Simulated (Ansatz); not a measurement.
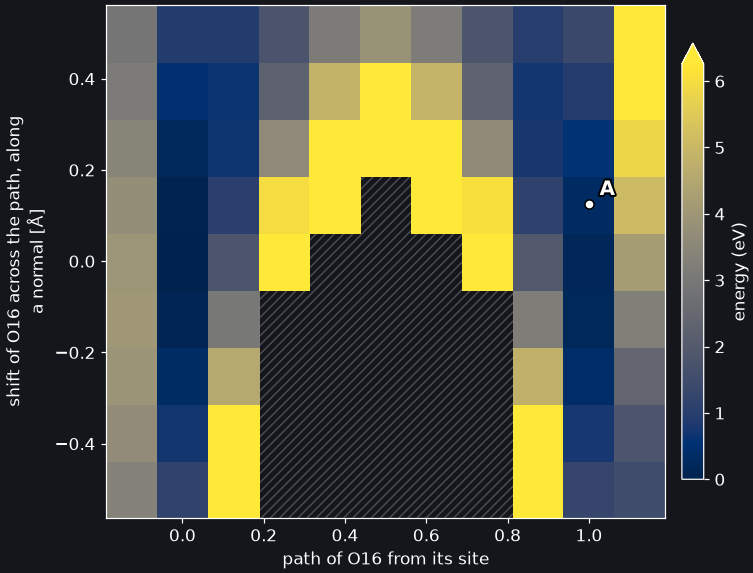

SiO₂ (P3_121 phase) with one O vacancy (17 atoms in the cell, cell charge +2). An atom moved over a plane that holds its own site and a neighbouring vacancy (x along [−1 0 1], y along [3 0 1], z along [0 1 0] of the conventional cell). The first coordinate is: path of O16 from its site (0) to the vacancy (1), 2.633 Å; the second: shift of O16 across the path, along a normal. Nothing is relaxed (all other atoms held at the sites of the perfect crystal). The scan uses an 11 × 9 grid. At 24 points there is no value (left out of the scan, as a rule where atoms come close). Points are written as (first, second). All energies are given in eV per cell relative to the lowest grid point. The cell is charged on a uniform background, without a charge correction. All numbers below come from DFT PBE, scalar-relativistic, plane waves, PAW (Ansatz). Settings: cutoff 420 eV, k-mesh 4×4×2, gaussian smearing 0.05 eV, no spin polarisation.

In the figure: one coloured cell a grid point, one colour for all values above the top of the scale, hatched blanks where no value was computed, the point A.

Question: Is A at rest? If not, where is it pushed?

Answer: A, at (1.000, 0.125 Å), is not a stationary point. The computed force is 8.7 eV for each unit of the axis towards smaller values of the first coordinate and 1.7 eV for each Å towards smaller values of the second coordinate.

PAW datasets: the set soft_1.
